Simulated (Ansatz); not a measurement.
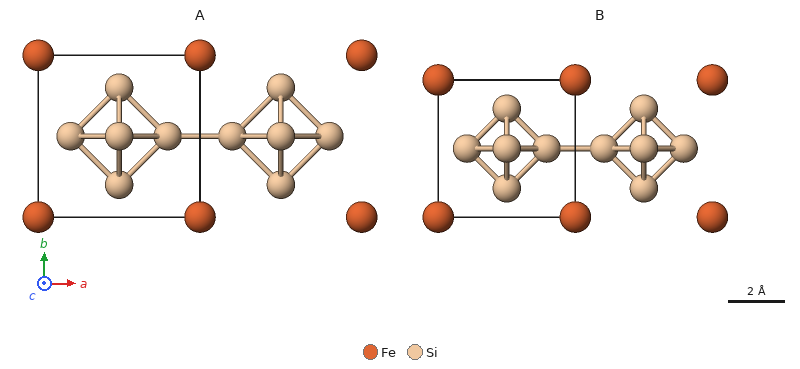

Two geometries of crystalline FeSi₆ (a generated structure, set up in Pm-3m) (coarse preliminary run), drawn at one scale. One is the start of a relaxation, the other its converged end. A ball-and-stick model of the cell of the calculation, repeated 2 × 1 × 1 with one cell outlined, seen along the c axis.

The calculation used DFT PBE, scalar-relativistic, plane waves, PAW (Ansatz). Settings: plane-wave cutoff 420 eV; k-point mesh 4 × 4 × 4; occupations gaussian; smearing width 0.1 eV; collinear spin; cell and atoms relaxed; force threshold 0.04 eV/Å; at most 70 steps.

> Which geometry has the lower energy?

Structure A is the relaxed one. The energy falls by 11.376 eV per cell of the calculation in 7 accepted moves (9 points after the start). Largest force component: 11 eV/Å at the start, 0.0005 eV/Å at the end. The pressure goes from 67.60 to 0.00 GPa. At 2 points the geometry stayed and the basis and grid were re-selected for the new cell (energy shift of 0.262 eV per cell of the calculation at most each time). The largest moves relative to the cell, 0.058 Å, are those of Si atoms. Fe stays in place. Cell: a = b = c 4.897 → 5.777 Å (+18.0 %). Volume +64.2 %. Among the contacts that change: Si–Si 2.840 → 3.466 Å, Si–Si 2.008 → 2.451 Å, Si–Si 2.057 → 2.311 Å. The space group stays Pm-3m (No. 221).
